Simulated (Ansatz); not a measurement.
# V: which magnetic state does the SCF reach?, part 2 of 2

Aim: see which self-consistent states V reaches from different starts at one fixed geometry, and which of them is lowest. We look at V: the measured crystal structure (space group Im-3m, primitive cell doubled), with 2 atoms per cell. Source: COD entry 4117482; the sample's temperature and pressure aren't taken into account.

Ansatz 0.2.0; DFT PBEsol, PAW, plane waves, scalar-relativistic.

**7. Moments +- scaled by 0.4, plain SCF**

The input, input.yaml:

```yaml
crystal:
  lattice:
    - [-3.02032, 3.02032, 3.02032]
    - [1.51016, -1.51016, 1.51016]
    - [1.51016, 1.51016, -1.51016]
  atoms:
    - { symbol: V, position: [0.0, 0.0, 0.0], spin: 0.8 }
    - { symbol: V, position: [0.5, 0.0, 0.0], spin: -0.8 }
magnetization:
  spin_polarized: true
hamiltonian:
  xc: pbesol
  pseudopotentials: { kind: paw }
basis:
  ecutwfc: 420
kpoints:
  mp_grid: { grid: [6, 11, 11] }
scf:
  occupations: { method: fermi_dirac, width: 0.05 }
  lower_state_search: "off"
output:
  forces: true
  stress: true
```

Standard output, shortened:

```text
[... 17 lines as in an earlier run ...]
Starting moments: Σ|m| = 1.6 μB on 2 of 2 sites
[... 3 lines as in an earlier run ...]
SCF iter   1: F=—  HF=-5771.110854 eV  |F-HF|=—  |Δ(HF+E_count)|=         —  Δρ=5.99e-2 (↑5.99e-2 ↓5.99e-2)  dr2=2.27e0  dr2_m=3.33e-1  M=0.000 μB ∫|m|=0.855 μB  β_m=0.30  ethr=3.10e-3  ⟨swp⟩=3.6  Hψ=13518  notcnv=0
[...]
spin-set hold released at iteration 11 (site moments contracting): the magnetisation degrees of freedom join the quasi-Newton model from the next iteration; the mixer history was flushed
[...]
SCF iter  20: F=-5770.533266 eV  HF=-5770.533266 eV  |F-HF|=2.55e-11  |Δ(HF+E_count)|=  9.47e-10  Δρ=3.58e-7 (↑3.58e-7 ↓3.58e-7)  dr2=4.44e-11  dr2_m=9.05e-12  M=0.000 μB ∫|m|=0.000 μB  ethr=1.00e-12  ⟨swp⟩=1.0  Hψ=10910  notcnv=0
WARN: the starting moments were not kept: the SCF closed with an absolute magnetisation of 2.9e-6 μB, where they sum to 1.6 μB in size (2 sites). That is at most 0.1 of that sum. Measured as dr2_m measures the in/out step, that magnetisation stands 2.0e-12 eV from none, at or under the [...]
SCF converged after 20 iterations
Magnetization: 0.0000 μB (13.0000 up, 13.0000 down)
Absolute magnetization: 0.0000 μB (∫|ρ↑−ρ↓|, with the PAW one-centre terms)
Spin contamination: 0.0000 ħ² per cell (⟨S²⟩ above its minimum at these occupations)
Per-site moments (μB) at R_I (Å): [(-9.26401842751569e-8, 1.078965462117764), (9.26401842751569e-8, 1.078965462117764)]
Free energy (F): -5770.533266 eV
[...]
E sigma→0 (E₀):  -5770.517986 eV
Entropy (-TS):   -0.030559 eV (-15.280 meV/atom)
Fermi energy:    15.958012 eV
[... 25 lines left out: energy terms, forces, stress ...]
```

Run time: 5.7 s. Hardware: 2 threads of an x86-64 CPU, shared host; peak memory 0.47 GiB.

Nothing new: the 20 iterations lead to the state found in step 2 (non-magnetic).

**8. A moment on one site alone, plain SCF**

input.yaml: that of step 7 with these lines changed.

```diff
@@ -6,4 +6,4 @@
   atoms:
-    - { symbol: V, position: [0.0, 0.0, 0.0], spin: 0.8 }
-    - { symbol: V, position: [0.5, 0.0, 0.0], spin: -0.8 }
+    - { symbol: V, position: [0.0, 0.0, 0.0], spin: 2.0 }
+    - { symbol: V, position: [0.5, 0.0, 0.0] }
 magnetization:
```

Standard output, shortened:

```text
[... 17 lines as in an earlier run ...]
Starting moments: Σ|m| = 2 μB on 1 of 2 sites
[... 2 lines as in an earlier run ...]
SCF iter   1: F=—  HF=-5770.795457 eV  |F-HF|=—  |Δ(HF+E_count)|=         —  Δρ=1.07e-1 (↑1.07e-1 ↓5.09e-2)  dr2=2.16e0  dr2_m=1.24e0  M=1.008 μB ∫|m|=1.104 μB  β_m=0.30  ethr=3.10e-3  ⟨swp⟩=3.6  Hψ=26557  notcnv=0
[...]
spin-set hold released at iteration 10 (site moments contracting): the magnetisation degrees of freedom join the quasi-Newton model from the next iteration; the mixer history was flushed
[...]
SCF iter  28: F=-5770.533266 eV  HF=-5770.533266 eV  |F-HF|=1.82e-12  |Δ(HF+E_count)|=  3.64e-12  Δρ=9.13e-8 (↑9.13e-8 ↓7.80e-8)  dr2=2.13e-12  dr2_m=1.42e-12  M=0.000 μB ∫|m|=0.000 μB  ethr=1.00e-12  ⟨swp⟩=1.0  Hψ=18489  notcnv=0
WARN: the starting moments were not kept: the SCF closed with an absolute magnetisation of 1.3e-6 μB, where they sum to 2 μB in size (1 site). That is at most 0.1 of that sum. Measured as dr2_m measures the in/out step, that magnetisation stands 5.4e-13 eV from none, at or under the [...]
SCF converged after 28 iterations
Magnetization: 0.0000 μB (13.0000 up, 13.0000 down)
Absolute magnetization: 0.0000 μB (∫|ρ↑−ρ↓|, with the PAW one-centre terms)
Spin contamination: 0.0000 ħ² per cell (⟨S²⟩ above its minimum at these occupations)
Per-site moments (μB) at R_I (Å): [(3.334152014176194e-7, 1.078965462117764), (5.592975864977727e-7, 1.078965462117764)]
Free energy (F): -5770.533266 eV
[...]
E sigma→0 (E₀):  -5770.517986 eV
Entropy (-TS):   -0.030559 eV (-15.280 meV/atom)
Fermi energy:    15.958011 eV
[... 25 lines left out: energy terms, forces, stress ...]
```

Run time: 13 s. Hardware: 2 threads of an x86-64 CPU, shared host; peak memory 0.5 GiB.

Nothing new: the 28 iterations lead to the state found in step 2 (non-magnetic).

**9. Parallel moments, Broyden mixing, no switch to direct minimisation**

input.yaml: that of step 8 with these lines changed.

```diff
@@ -7,3 +7,3 @@
     - { symbol: V, position: [0.0, 0.0, 0.0], spin: 2.0 }
-    - { symbol: V, position: [0.5, 0.0, 0.0] }
+    - { symbol: V, position: [0.5, 0.0, 0.0], spin: 2.0 }
 magnetization:
@@ -20,2 +20,4 @@
   lower_state_search: "off"
+  algorithm: density_mixing
+  mixing: { algorithm: broyden, beta: 0.3 }
 output:
```

Standard output, shortened:

```text
[... 17 lines as in an earlier run ...]
Starting moments: Σ|m| = 4 μB on 2 of 2 sites
[... 2 lines as in an earlier run ...]
SCF iter   1: F=—  HF=-5770.214349 eV  |F-HF|=—  |Δ(HF+E_count)|=         —  Δρ=1.56e-1 (↑1.56e-1 ↓7.62e-2)  dr2=2.06e0  dr2_m=3.27e0  M=1.628 μB ∫|m|=1.628 μB  β_m=0.30  ethr=3.10e-3  ⟨swp⟩=3.6  Hψ=27969  notcnv=0
[...]
spin-set hold released at iteration 7 (site moments contracting): the magnetisation degrees of freedom join the quasi-Newton model from the next iteration; the mixer history was flushed
[...]
SCF iter  20: F=-5770.533266 eV  HF=-5770.533266 eV  |F-HF|=1.00e-9  |Δ(HF+E_count)|=   1.26e-8  Δρ=3.28e-7 (↑3.28e-7 ↓2.92e-7)  dr2=1.63e-11  dr2_m=1.52e-11  M=0.000 μB ∫|m|=0.000 μB  ethr=5.53e-12  ⟨swp⟩=1.0  Hψ=21990  notcnv=0
WARN: the starting moments were not kept: the SCF closed with an absolute magnetisation of 5.6e-5 μB, where they sum to 4 μB in size (2 sites). That is at most 0.1 of that sum. Measured as dr2_m measures the in/out step, that magnetisation stands 9.0e-10 eV from none, at or under the [...]
this state was not tested for a lower state beside it, because the mixer in use, unlike msr1, does not test its closes by its own steps (another_mixer; see scf.mixing.algorithm and scf.lower_state_search)
SCF converged after 20 iterations
Magnetization: 0.0001 μB (13.0000 up, 13.0000 down)
Absolute magnetization: 0.0001 μB (∫|ρ↑−ρ↓|, with the PAW one-centre terms)
Spin contamination: 0.0000 ħ² per cell (⟨S²⟩ above its minimum at these occupations)
Per-site moments (μB) at R_I (Å): [(2.259764105587045e-5, 1.078965462117764), (2.259764105587045e-5, 1.078965462117764)]
Free energy (F): -5770.533266 eV
[...]
E sigma→0 (E₀):  -5770.517986 eV
Entropy (-TS):   -0.030559 eV (-15.280 meV/atom)
Fermi energy:    15.958012 eV
[... 25 lines left out: energy terms, forces, stress ...]
```

It took 9.8 s on 2 threads of an x86-64 CPU, shared host; peak memory 0.48 GiB.

This is the state of step 2 again (non-magnetic), after 20 iterations.

**10. Parallel moments, spin not held back in the first iterations, no switch to direct minimisation**

input.yaml: that of step 9 with these lines changed.

```diff
@@ -21,3 +21,3 @@
   algorithm: density_mixing
-  mixing: { algorithm: broyden, beta: 0.3 }
+  mixing: { spin_hold: "off" }
 output:
```

Standard output, shortened:

```text
[... 17 lines as in an earlier run ...]
Starting moments: Σ|m| = 4 μB on 2 of 2 sites
[... 2 lines as in an earlier run ...]
SCF iter   1: F=—  HF=-5770.214349 eV  |F-HF|=—  |Δ(HF+E_count)|=         —  Δρ=1.56e-1 (↑1.56e-1 ↓7.62e-2)  dr2=2.06e0  dr2_m=3.27e0  M=1.628 μB ∫|m|=1.628 μB  β_m=0.30  ethr=3.10e-3  ⟨swp⟩=3.6  Hψ=27969  notcnv=0
[...]
SCF iter  13: F=-5770.533266 eV  HF=-5770.533266 eV  |F-HF|=4.55e-12  |Δ(HF+E_count)|=  6.18e-11  Δρ=3.09e-7 (↑2.26e-7 ↓3.09e-7)  dr2=1.68e-11  dr2_m=1.31e-11  M=-0.000 μB ∫|m|=0.000 μB  ethr=1.79e-12  ⟨swp⟩=1.0  Hψ=22386  notcnv=0
WARN: the starting moments were not kept: the SCF closed with an absolute magnetisation of 1.9e-5 μB, where they sum to 4 μB in size (2 sites). That is at most 0.1 of that sum. Measured as dr2_m measures the in/out step, that magnetisation stands 8.7e-11 eV from none, at or under the [...]
SCF converged after 13 iterations
Magnetization: -0.0000 μB (13.0000 up, 13.0000 down)
Absolute magnetization: 0.0000 μB (∫|ρ↑−ρ↓|, with the PAW one-centre terms)
Spin contamination: 0.0000 ħ² per cell (⟨S²⟩ above its minimum at these occupations)
Per-site moments (μB) at R_I (Å): [(-7.373141984958228e-6, 1.078965462117764), (-7.373141984958228e-6, 1.078965462117764)]
Free energy (F): -5770.533266 eV
[...]
E sigma→0 (E₀):  -5770.517986 eV
Entropy (-TS):   -0.030559 eV (-15.280 meV/atom)
Fermi energy:    15.958013 eV
[... 25 lines left out: energy terms, forces, stress ...]
```

It took 7.8 s on 2 threads of an x86-64 CPU, shared host; peak memory 0.46 GiB.

Nothing new: the 13 iterations lead to the state found in step 2 (non-magnetic).

**11. All ends together**

```
step  iterations  state  moments of V1 V2 (μB)  total (μB)  gap (eV)  pressure (GPa)  above lowest (meV/atom)
   2          18      1              0.00 0.00        0.00      none           -10.9                      0.0
   3          20      1              0.00 0.00        0.00      none           -10.9                      0.0
   4           6      1              0.00 0.00        0.00      none           -10.9                      0.0
   5          12      1              0.00 0.00        0.00      none           -10.9                      0.0
   6          18      1              0.00 0.00        0.00      none           -10.9                      0.0
   7          20      1              0.00 0.00        0.00      none           -10.9                      0.0
   8          28      1              0.00 0.00        0.00      none           -10.9                      0.0
   9          20      1              0.00 0.00        0.00      none           -10.9                      0.0
  10          13      1              0.00 0.00        0.00      none           -10.9                      0.0
```

States are numbered from the lowest. Starts by step: 2 parallel moments, plain SCF; 3 opposed moments +-, plain SCF; 4 no spin polarisation; 5 spin on, no moments given (the program may seed its own), plain SCF; 6 parallel moments scaled by 0.1, plain SCF; 7 moments +- scaled by 0.4, plain SCF; 8 a moment on one site alone, plain SCF; 9 parallel moments, Broyden mixing, no switch to direct minimisation; 10 parallel moments, spin not held back in the first iterations, no switch to direct minimisation.

The 9 runs of this session took 69 s in all, from 2.1 s to 13 s each.

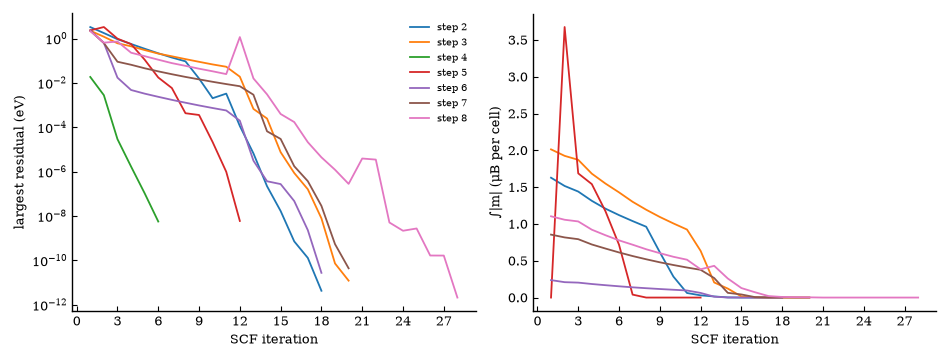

Residual and absolute moment along the iterations (7 of the 9 runs).

**12. What came out**

The summary covers parts 1 to 2.

| quantity | value |
| --- | --- |
| distinct states | 1 from 9 converged runs |
| lowest state from plain starts | non-magnetic |
| total moment | 0.00 μB per cell |
| gap on the k-mesh | none |
| pressure | -10.9 GPa |
| largest force | 0.000 eV/Å |

Distinct end states: 1, from 9 converged runs. Spin polarisation gains nothing here: every starting moment dies out. The search isn't exhaustive: larger magnetic cells and non-collinear orders weren't tried. The mesh has less symmetry than the lattice, which lowers the symmetry of the run.
